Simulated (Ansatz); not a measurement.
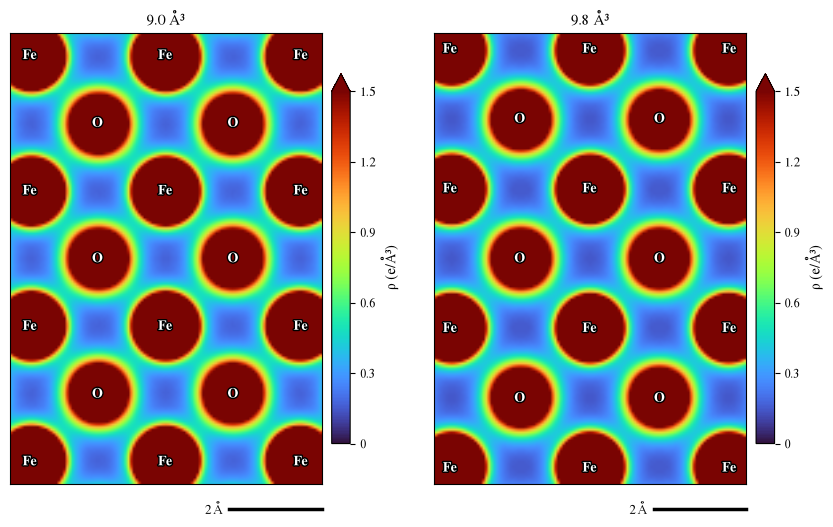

FeO. The valence charge density (pseudo) of cells scaled evenly to different volumes (given per atom above each panel), on the (101) plane of each (indices in the axes of the cell below), at one length scale and on one colour scale.

Spin-polarised.

All numbers below come from Ansatz 0.2.0, DFT PBEsol, scalar-relativistic, plane waves, PAW.

In a PAW calculation such maps are meaningful between the atoms, not at the nuclei.

The largest cell:

```xyz
2
Lattice="1.5157 0.8751 2.4763 -1.5157 0.8751 2.4763 0.0000 -1.7502 2.4763" Properties=species:S:1:pos:R:3 pbc="T T T"
Fe    0.0000    0.0000    0.0000
O     0.0000    0.0000    3.7144
```

| volume (Å³/atom) | Fe–O contact in the plane (Å) | ρ at its midpoint (e/Å³) | pressure (GPa) | largest moment (μB) | 
| --- | --- | --- | --- | --- |
| 8.99 | 2.080 | 0.482 | 14.2 | 3.36 | 
| 9.28 | 2.101 | ? | ? | ? | 
| 9.85 | 2.144 | 0.419 | −5.8 | 3.43 | 

Question: What values belong in the row with question marks?

Answer: Over the known rows ln ρ falls by 2.19 per Å of Fe–O distance (the line through the two), which gives 0.460 e/Å³ at 2.101 Å; the calculation gives 0.459 e/Å³. For the pressure, a straight line in volume between the neighbouring rows gives 7.5 GPa; the calculation gives 6.8, lower because pressure rises ever faster on compression. For the largest moment, a straight line in volume between the neighbouring rows gives 3.38 μB; the calculation gives 3.40.
